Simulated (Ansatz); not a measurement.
**Geometry relaxation, with input and output: MoSi₂ (part 1 of 3)**

- system: MoSi₂ (P1, 6 atoms in the cell)
- method: DFT, PBEsol, plane waves, PAW, no spin polarisation (Ansatz 0.2.0)

The structure was built on a prototype by a generator.

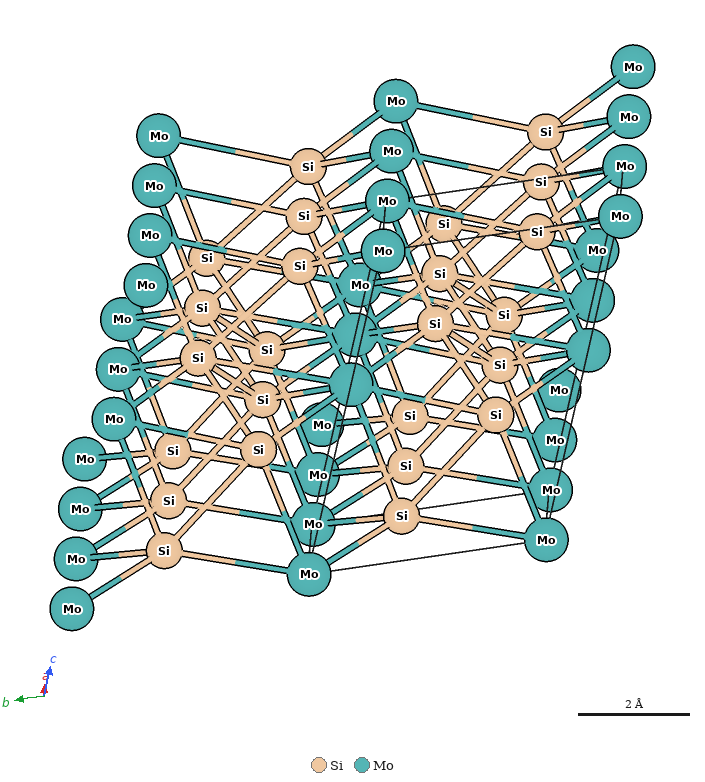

The starting structure (ball-and-stick view of the cell of the calculation, set on other vectors, repeated 3 × 2 × 1, seen at an oblique angle). An atom can appear more than once, as a periodic image.

## Results in brief

```tsv
quantity	value
outcome	converged
space group (tolerance 0.01 Å)	P1 (1) → I4/mmm (139)
electrons treated	44
free energy	−12284.5357 eV
Fermi energy	16.097 eV
band gap	none (metallic)
pressure	−0.01 GPa
final volume	79.57 Å³
largest force (length of the vector) at the end	under 0.001 eV/Å
final cell	a = 8.450 Å, b = 4.515 Å, c = 4.515 Å, α = 41.37°, β = 48.01°, γ = 48.01°
hardware	2 threads of Arm Neoverse V1, 24 GiB of memory available, shared host
wall time	1.9 min (CPU time 3.8 min)
peak memory	0.47 GiB
```

## The input
```yaml
crystal:
  lattice:
    - [3.5827267809, 1.9840708567, 8.1653505007]
    - [-1.8832247085, 1.0112777642, 4.1180556696]
    - [-0.0292663073, -2.0416984114, 4.1100753502]
  atoms:
    - { symbol: Si, position: [0.1021016001, 0.1571885722, 0.2785610673] }
    - { symbol: Si, position: [0.3989858662, 0.7505642993, 0.7849831209] }
    - { symbol: Mo, position: [0.0004356118, -0.0034482116, -0.0040419403] }
    - { symbol: Si, position: [0.613012688, 0.2123719943, 0.2285227655] }
    - { symbol: Si, position: [0.8874664551, 0.7589503057, 0.7868435587] }
    - { symbol: Mo, position: [0.5053924841, 0.010414383, -0.038366636] }
kpoints:
  mp_grid: { grid: [4, 6, 6] }
hamiltonian:
  xc: pbesol
scf:
  occupations: { method: fermi_dirac, width: 0.05 }
relax:
  f_tol: 0.01
  cell: {}
  max_steps: 120
output:
  write_density: true
  write_potential: true
  elf: true
  volumetric_format: npy
```

Run as:
```bash
ansatz run input.yaml --threads 2 --pin off --max-ram 2211MiB --backend cpu --events-out ev --progress --plain --runs-dir out
```

## The program's output
```
Engine: ansatz 0.2.0, aarch64-unknown-linux-gnu
Pseudopotentials: kind: paw
Pseudopotential: Si, paw, valence charge 4, recommended cutoff 420 eV (normal), Si.paw.azcp
Pseudopotential: Mo, paw, valence charge 14, recommended cutoff 420 eV (normal), Mo.paw.azcp
Functional definition: PBEsol
  exchange = pbesol_x
  correlation = pbesol_c
Crystal: 6 atoms, lattice volume = 91.770 Å³
Basis set: ecut = 420 eV, 1801 PW (Γ), exchange–correlation on 128×64×64 points (8 copies of the dense FFT grid, shifted against one another)
Bands: 28, of which v1, the nominal top of the filled ones, is band 22 counted from 1 (21 counted from 0)
Symmetry: 1 space group operations
Space group: P1 (ITA 1), of the structure as read, at distance tolerance 4.5e-5 Å
k-points: 76 of 144 (time reversal used)
Non-local potential: Si, projectors of the file, l = 0: 2, l = 1: 2, l = 2: 2
Non-local potential: Mo, projectors of the file, l = 0: 3, l = 1: 2, l = 2: 2, l = 3: 1
PAW form: soft (Blöchl's): semilocal exchange-correlation on the pseudo side does not see the compensation charge
PAW frozen core: Si, regenerated for the run's functional, and the local potential with it (the file was generated under x = pbe(κ = 0.804, μ = 0.2195149727645171), c = pbe(β = 0.06672455060314922))
PAW frozen core: Mo, regenerated for the run's functional, and the local potential with it (the file was generated under x = pbe(κ = 0.804, μ = 0.2195149727645171), c = pbe(β = 0.06672455060314922))
PAW one-centre angular grid: Si, 110 points (default); XC on 64 Gauss nodes
PAW one-centre angular grid: Mo, 590 points (default); XC on 64 Gauss nodes
Initial density: superposition of atomic densities (neutral atoms: chi_scale 0, normalization atom), corrected by the library's trained network
Initial wavefunctions: pseudopotential atomic-orbital guess
Functional: x = pbesol(κ = 0.804, μ = 0.12345679012345678), c = pbesol(β = 0.046)
SCF iter   1: F=—  HF=-12280.809047 eV  |F-HF|=—  |Δ(HF+E_count)|=         —  Δρ=6.60e-3  dr2=3.74e-2  ethr=1.77e-3  ⟨swp⟩=6.6  Hψ=10184  notcnv=0
preconditioner: auto → Kerker (q_TF=auto, 2.414 Å⁻¹)  [metal: Δε(μ)=0.034 eV  Ē_g=6.417 eV  σ=0.050 eV  W_gap=0.17  n_scr=24 (ndim 8)  ℏωp=20.5 eV  f_vac=0.000  D(μ)=2.74/eV (n_scr^D=24)]
SCF iter   2: F=—  HF=-12280.804304 eV  |F-HF|=—  |Δ(HF+E_count)|=   4.74e-3  Δρ=3.73e-3  dr2=1.32e-2  ethr=8.51e-5  ⟨swp⟩=1.2  Hψ=2751  notcnv=0
SCF iter   3: F=—  HF=-12280.801198 eV  |F-HF|=—  |Δ(HF+E_count)|=   3.11e-3  Δρ=4.02e-4  dr2=2.94e-4  ethr=3.00e-5  ⟨swp⟩=2.2  Hψ=3055  notcnv=0
SCF iter   4: F=—  HF=-12280.801144 eV  |F-HF|=—  |Δ(HF+E_count)|=   5.49e-5  Δρ=1.35e-4  dr2=1.37e-5  ethr=6.68e-7  ⟨swp⟩=2.1  Hψ=3163  notcnv=0
SCF iter   5: F=—  HF=-12280.801133 eV  |F-HF|=—  |Δ(HF+E_count)|=   1.04e-5  Δρ=3.77e-5  dr2=1.17e-6  ethr=3.11e-8  ⟨swp⟩=2.5  Hψ=3634  notcnv=0
SCF iter   6: F=-12280.801133 eV  HF=-12280.801133 eV  |F-HF|=5.95e-9  |Δ(HF+E_count)|=   3.10e-8  Δρ=7.09e-6  dr2=5.07e-8  ethr=2.27e-10  ⟨swp⟩=8.4  Hψ=13365  notcnv=0
SCF 1 converged in 6 iterations: F = -12280.801133 eV  dr2 = 5.07e-8
  greatest PAW one-centre occupation: 0.999 electrons in one spin orbital (limit 2), on the Mo atom at site 5 (counted from 0), in its partial waves of l = 0
relax step   1: F+E_penalty+E_count = -12280.80113321 eV  Δ(F+E_penalty+E_count) = +0.000e0 eV  max|allowed force component| = 2.983e0 eV/Å  Δτ_max = 0.0000 Å  P = +2.788 GPa  Ω = 91.770 Å³  (6 SCF iters, dr2 threshold 1.00e-7 eV, accepted)
Crystal: 6 atoms, lattice volume = 91.143 Å³
Basis set: ecut = 420 eV, 1787 PW (Γ), exchange–correlation on 128×64×64 points (8 copies of the dense FFT grid, shifted against one another)
Initial density: handed on by an earlier stage of this run
Initial wavefunctions: those handed on with the density
iter 1 solved again at ethr=4.34e-4 eV; its pass at ethr=3.10e-3 eV (dr2=1.91e-1 eV) is discarded
SCF iter   1: F=—  HF=-12281.482970 eV  |F-HF|=—  |Δ(HF+E_count)|=         —  Δρ=1.18e-2  dr2=1.94e-1  ethr=4.34e-4  ⟨swp⟩=1.0  Hψ=12326  notcnv=0
preconditioner: auto → Kerker (q_TF=auto, 2.416 Å⁻¹)  [metal: Δε(μ)=0.010 eV  Ē_g=6.508 eV  σ=0.050 eV  W_gap=0.05  n_scr=24 (ndim 8)  ℏωp=20.6 eV  f_vac=0.000  D(μ)=3.23/eV (n_scr^D=24)]
SCF iter   2: F=—  HF=-12281.448308 eV  |F-HF|=—  |Δ(HF+E_count)|=   3.47e-2  Δρ=6.72e-3  dr2=6.29e-2  ethr=4.34e-4  ⟨swp⟩=1.1  Hψ=2134  notcnv=0
SCF iter   3: F=—  HF=-12281.431058 eV  |F-HF|=—  |Δ(HF+E_count)|=   1.73e-2  Δρ=6.49e-4  dr2=5.01e-4  ethr=1.43e-4  ⟨swp⟩=2.1  Hψ=3492  notcnv=0
SCF iter   4: F=—  HF=-12281.430964 eV  |F-HF|=—  |Δ(HF+E_count)|=   9.37e-5  Δρ=1.79e-4  dr2=4.37e-5  ethr=1.14e-6  ⟨swp⟩=2.0  Hψ=3158  notcnv=0
SCF iter   5: F=—  HF=-12281.430957 eV  |F-HF|=—  |Δ(HF+E_count)|=   7.25e-6  Δρ=3.59e-5  dr2=1.64e-6  ethr=9.94e-8  ⟨swp⟩=2.1  Hψ=2892  notcnv=0
SCF iter   6: F=-12281.430957 eV  HF=-12281.430957 eV  |F-HF|=6.98e-8  |Δ(HF+E_count)|=   2.38e-7  Δρ=9.34e-6  dr2=1.42e-7  ethr=1.36e-9  ⟨swp⟩=8.9  Hψ=14187  notcnv=0
SCF 2 converged in 6 iterations: F = -12281.430957 eV  dr2 = 1.42e-7
relax step   2: F+E_penalty+E_count = -12281.43095684 eV  Δ(F+E_penalty+E_count) = -6.298e-1 eV  max|allowed force component| = 7.817e-1 eV/Å  Δτ_max = 0.1029 Å  P = +1.093 GPa  Ω = 91.143 Å³  energy of the carried Pulay correction = +1.210e-4 eV  (6 SCF iters, dr2 threshold 6.00e-7 eV, accepted)
Crystal: 6 atoms, lattice volume = 92.533 Å³
Basis set: ecut = 420 eV, 1817 PW (Γ), exchange–correlation on 128×64×64 points (8 copies of the dense FFT grid, shifted against one another)
iter 1 solved again at ethr=3.90e-4 eV; its pass at ethr=3.10e-3 eV (dr2=1.71e-1 eV) is discarded
SCF iter   1: F=—  HF=-12281.637972 eV  |F-HF|=—  |Δ(HF+E_count)|=         —  Δρ=1.53e-2  dr2=1.73e-1  ethr=3.90e-4  ⟨swp⟩=1.0  Hψ=12849  notcnv=0
preconditioner: auto → Kerker (q_TF=auto, 2.410 Å⁻¹)  [metal: Δε(μ)=0.024 eV  Ē_g=6.425 eV  σ=0.050 eV  W_gap=0.12  n_scr=24 (ndim 8)  ℏωp=20.4 eV  f_vac=0.000  D(μ)=2.58/eV (n_scr^D=22)]
SCF iter   2: F=—  HF=-12281.604724 eV  |F-HF|=—  |Δ(HF+E_count)|=   3.32e-2  Δρ=9.15e-3  dr2=6.25e-2  ethr=3.90e-4  ⟨swp⟩=1.5  Hψ=2200  notcnv=0
SCF iter   3: F=—  HF=-12281.586991 eV  |F-HF|=—  |Δ(HF+E_count)|=   1.77e-2  Δρ=7.08e-4  dr2=3.39e-4  ethr=1.42e-4  ⟨swp⟩=2.8  Hψ=3899  notcnv=0
SCF iter   4: F=—  HF=-12281.586985 eV  |F-HF|=—  |Δ(HF+E_count)|=   6.27e-6  Δρ=1.36e-4  dr2=1.97e-5  ethr=7.71e-7  ⟨swp⟩=2.5  Hψ=3657  notcnv=0
SCF iter   5: F=—  HF=-12281.586984 eV  |F-HF|=—  |Δ(HF+E_count)|=   1.04e-6  Δρ=3.19e-5  dr2=1.37e-6  ethr=4.49e-8  ⟨swp⟩=2.2  Hψ=3467  notcnv=0
SCF iter   6: F=-12281.586984 eV  HF=-12281.586984 eV  |F-HF|=3.40e-8  |Δ(HF+E_count)|=   1.23e-7  Δρ=8.11e-6  dr2=9.90e-8  ethr=1.36e-9  ⟨swp⟩=8.2  Hψ=13706  notcnv=0
SCF 3 converged in 6 iterations: F = -12281.586984 eV  dr2 = 9.90e-8
relax step   3: F+E_penalty+E_count = -12281.58698403 eV  Δ(F+E_penalty+E_count) = -1.560e-1 eV  max|allowed force component| = 4.334e-1 eV/Å  Δτ_max = 0.1466 Å  P = -2.801 GPa  Ω = 92.533 Å³  energy of the carried Pulay correction = -1.464e-4 eV  (6 SCF iters, dr2 threshold 6.00e-7 eV, accepted)
Crystal: 6 atoms, lattice volume = 91.694 Å³
Basis set: ecut = 420 eV, 1793 PW (Γ), exchange–correlation on 128×64×64 points (8 copies of the dense FFT grid, shifted against one another)
iter 1 solved again at ethr=6.96e-4 eV; its pass at ethr=3.10e-3 eV (dr2=3.06e-1 eV) is discarded
SCF iter   1: F=—  HF=-12281.834085 eV  |F-HF|=—  |Δ(HF+E_count)|=         —  Δρ=2.13e-2  dr2=3.09e-1  ethr=6.96e-4  ⟨swp⟩=1.0  Hψ=12601  notcnv=0
preconditioner: auto → Kerker (q_TF=auto, 2.414 Å⁻¹)  [metal: Δε(μ)=0.022 eV  Ē_g=6.446 eV  σ=0.050 eV  W_gap=0.11  n_scr=24 (ndim 8)  ℏωp=20.5 eV  f_vac=0.000  D(μ)=3.15/eV (n_scr^D=24)]
SCF iter   2: F=—  HF=-12281.772436 eV  |F-HF|=—  |Δ(HF+E_count)|=   6.16e-2  Δρ=1.26e-2  dr2=1.04e-1  ethr=6.96e-4  ⟨swp⟩=2.0  Hψ=2403  notcnv=0
SCF iter   3: F=—  HF=-12281.742247 eV  |F-HF|=—  |Δ(HF+E_count)|=   3.02e-2  Δρ=1.08e-3  dr2=6.74e-4  ethr=2.37e-4  ⟨swp⟩=3.0  Hψ=4012  notcnv=0
SCF iter   4: F=—  HF=-12281.742209 eV  |F-HF|=—  |Δ(HF+E_count)|=   3.76e-5  Δρ=2.07e-4  dr2=2.76e-5  ethr=1.53e-6  ⟨swp⟩=2.1  Hψ=3882  notcnv=0
SCF iter   5: F=—  HF=-12281.742206 eV  |F-HF|=—  |Δ(HF+E_count)|=   2.77e-6  Δρ=3.44e-5  dr2=1.02e-6  ethr=6.28e-8  ⟨swp⟩=2.4  Hψ=3207  notcnv=0
SCF iter   6: F=-12281.742206 eV  HF=-12281.742206 eV  |F-HF|=1.20e-8  |Δ(HF+E_count)|=   3.36e-8  Δρ=7.85e-6  dr2=6.24e-8  ethr=1.36e-9  ⟨swp⟩=8.0  Hψ=13302  notcnv=0
SCF 4 converged in 6 iterations: F = -12281.742206 eV  dr2 = 6.24e-8
relax step   4: F+E_penalty+E_count = -12281.74220622 eV  Δ(F+E_penalty+E_count) = -1.552e-1 eV  max|allowed force component| = 6.740e-1 eV/Å  Δτ_max = 0.1967 Å  P = -4.548 GPa  Ω = 91.694 Å³  energy of the carried Pulay correction = +1.457e-5 eV  (6 SCF iters, dr2 threshold 6.00e-7 eV, accepted)
Crystal: 6 atoms, lattice volume = 88.477 Å³
Basis set: ecut = 420 eV, 1727 PW (Γ), exchange–correlation on 128×64×64 points (8 copies of the dense FFT grid, shifted against one another)
iter 1 solved again at ethr=4.33e-4 eV; its pass at ethr=3.10e-3 eV (dr2=1.91e-1 eV) is discarded
SCF iter   1: F=—  HF=-12282.283610 eV  |F-HF|=—  |Δ(HF+E_count)|=         —  Δρ=1.72e-2  dr2=1.91e-1  ethr=4.33e-4  ⟨swp⟩=1.0  Hψ=13258  notcnv=0
preconditioner: auto → Kerker (q_TF=auto, 2.428 Å⁻¹)  [metal: Δε(μ)=0.106 eV  Ē_g=6.609 eV  σ=0.050 eV  W_gap=0.48  n_scr=24 (ndim 8)  ℏωp=20.9 eV  f_vac=0.000  D(μ)=1.37/eV (n_scr^D=6)]
SCF iter   2: F=—  HF=-12282.247779 eV  |F-HF|=—  |Δ(HF+E_count)|=   3.58e-2  Δρ=1.01e-2  dr2=6.69e-2  ethr=4.33e-4  ⟨swp⟩=1.8  Hψ=2274  notcnv=0
SCF iter   3: F=—  HF=-12282.229366 eV  |F-HF|=—  |Δ(HF+E_count)|=   1.84e-2  Δρ=8.24e-4  dr2=3.48e-4  ethr=1.52e-4  ⟨swp⟩=2.6  Hψ=3734  notcnv=0
SCF iter   4: F=—  HF=-12282.229344 eV  |F-HF|=—  |Δ(HF+E_count)|=   2.24e-5  Δρ=1.51e-4  dr2=1.42e-5  ethr=7.90e-7  ⟨swp⟩=2.4  Hψ=4077  notcnv=0
iter 5 did not close the SCF: its close was put off for the readings that it lacked (scf_convergence_deferred on its scf_iter line)
SCF iter   5: F=-12282.229342 eV  HF=-12282.229342 eV  |F-HF|=1.66e-7  |Δ(HF+E_count)|=   1.48e-6  Δρ=2.33e-5  dr2=4.52e-7  ethr=3.24e-8  ⟨swp⟩=2.1  Hψ=3460  notcnv=0
SCF iter   6: F=-12282.229342 eV  HF=-12282.229342 eV  |F-HF|=9.31e-9  |Δ(HF+E_count)|=   8.47e-8  Δρ=5.12e-6  dr2=2.39e-8  ethr=1.03e-9  ⟨swp⟩=6.0  Hψ=13871  notcnv=0
SCF 5 converged in 6 iterations: F = -12282.229342 eV  dr2 = 2.39e-8
relax step   5: F+E_penalty+E_count = -12282.22934195 eV  Δ(F+E_penalty+E_count) = -4.871e-1 eV  max|allowed force component| = 1.097e0 eV/Å  Δτ_max = 0.1445 Å  P = -3.371 GPa  Ω = 88.477 Å³  energy of the carried Pulay correction = +6.452e-4 eV  (6 SCF iters, dr2 threshold 6.00e-7 eV, accepted)
Crystal: 6 atoms, lattice volume = 85.480 Å³
Basis set: ecut = 420 eV, 1677 PW (Γ), exchange–correlation on 128×64×64 points (8 copies of the dense FFT grid, shifted against one another)
iter 1 solved again at ethr=5.48e-4 eV; its pass at ethr=3.10e-3 eV (dr2=2.41e-1 eV) is discarded
SCF iter   1: F=—  HF=-12283.284386 eV  |F-HF|=—  |Δ(HF+E_count)|=         —  Δρ=2.05e-2  dr2=2.41e-1  ethr=5.48e-4  ⟨swp⟩=1.0  Hψ=13282  notcnv=0
preconditioner: auto → Kerker (q_TF=auto, 2.442 Å⁻¹)  [metal: Δε(μ)=0.026 eV  Ē_g=6.803 eV  σ=0.050 eV  W_gap=0.13  n_scr=24 (ndim 8)  ℏωp=21.3 eV  f_vac=0.000  D(μ)=0.65/eV (n_scr^D=2)]
SCF iter   2: F=—  HF=-12283.241568 eV  |F-HF|=—  |Δ(HF+E_count)|=   4.28e-2  Δρ=1.20e-2  dr2=8.11e-2  ethr=5.47e-4  ⟨swp⟩=2.0  Hψ=2384  notcnv=0
SCF iter   3: F=—  HF=-12283.220654 eV  |F-HF|=—  |Δ(HF+E_count)|=   2.09e-2  Δρ=1.07e-3  dr2=7.12e-4  ethr=1.84e-4  ⟨swp⟩=2.9  Hψ=4020  notcnv=0
SCF iter   4: F=—  HF=-12283.220559 eV  |F-HF|=—  |Δ(HF+E_count)|=   9.51e-5  Δρ=2.38e-4  dr2=3.94e-5  ethr=1.62e-6  ⟨swp⟩=2.1  Hψ=3832  notcnv=0
SCF iter   5: F=—  HF=-12283.220539 eV  |F-HF|=—  |Δ(HF+E_count)|=   2.01e-5  Δρ=3.44e-5  dr2=1.12e-6  ethr=8.95e-8  ⟨swp⟩=2.5  Hψ=3151  notcnv=0
SCF iter   6: F=-12283.220539 eV  HF=-12283.220539 eV  |F-HF|=1.58e-8  |Δ(HF+E_count)|=   2.35e-7  Δρ=7.29e-6  dr2=4.13e-8  ethr=1.36e-9  ⟨swp⟩=8.0  Hψ=12877  notcnv=0
SCF 6 converged in 6 iterations: F = -12283.220539 eV  dr2 = 4.13e-8
relax step   6: F+E_penalty+E_count = -12283.22053886 eV  Δ(F+E_penalty+E_count) = -9.912e-1 eV  max|allowed force component| = 9.987e-1 eV/Å  Δτ_max = 0.1948 Å  P = -5.357 GPa  Ω = 85.480 Å³  energy of the carried Pulay correction = +1.254e-3 eV  (6 SCF iters, dr2 threshold 6.00e-7 eV, accepted)
Crystal: 6 atoms, lattice volume = 81.472 Å³
Basis set: ecut = 420 eV, 1591 PW (Γ), exchange–correlation on 128×64×64 points (8 copies of the dense FFT grid, shifted against one another)
iter 1 solved again at ethr=5.57e-4 eV; its pass at ethr=3.10e-3 eV (dr2=2.45e-1 eV) is discarded
SCF iter   1: F=—  HF=-12284.266136 eV  |F-HF|=—  |Δ(HF+E_count)|=         —  Δρ=2.08e-2  dr2=2.45e-1  ethr=5.57e-4  ⟨swp⟩=1.0  Hψ=13170  notcnv=0
preconditioner: auto → Kerker (q_TF=auto, 2.462 Å⁻¹)  [metal: Δε(μ)=0.111 eV  Ē_g=7.115 eV  σ=0.050 eV  W_gap=0.42  n_scr=20 (ndim 8)  ℏωp=21.8 eV  f_vac=0.000  D(μ)=0.60/eV (n_scr^D=2)]
SCF iter   2: F=—  HF=-12284.222860 eV  |F-HF|=—  |Δ(HF+E_count)|=   4.33e-2  Δρ=1.22e-2  dr2=8.08e-2  ethr=5.57e-4  ⟨swp⟩=2.0  Hψ=2336  notcnv=0
SCF iter   3: F=—  HF=-12284.201625 eV  |F-HF|=—  |Δ(HF+E_count)|=   2.12e-2  Δρ=1.13e-3  dr2=8.36e-4  ethr=1.84e-4  ⟨swp⟩=3.0  Hψ=3972  notcnv=0
SCF iter   4: F=—  HF=-12284.201438 eV  |F-HF|=—  |Δ(HF+E_count)|=   1.87e-4  Δρ=2.28e-4  dr2=2.81e-5  ethr=1.90e-6  ⟨swp⟩=2.5  Hψ=3288  notcnv=0
SCF iter   5: F=—  HF=-12284.201429 eV  |F-HF|=—  |Δ(HF+E_count)|=   8.16e-6  Δρ=2.91e-5  dr2=5.43e-7  ethr=6.38e-8  ⟨swp⟩=2.3  Hψ=3118  notcnv=0
SCF iter   6: F=-12284.201429 eV  HF=-12284.201429 eV  |F-HF|=8.10e-9  |Δ(HF+E_count)|=   1.05e-7  Δρ=5.41e-6  dr2=1.91e-8  ethr=1.23e-9  ⟨swp⟩=6.0  Hψ=13430  notcnv=0
SCF 7 converged in 6 iterations: F = -12284.201429 eV  dr2 = 1.91e-8
```
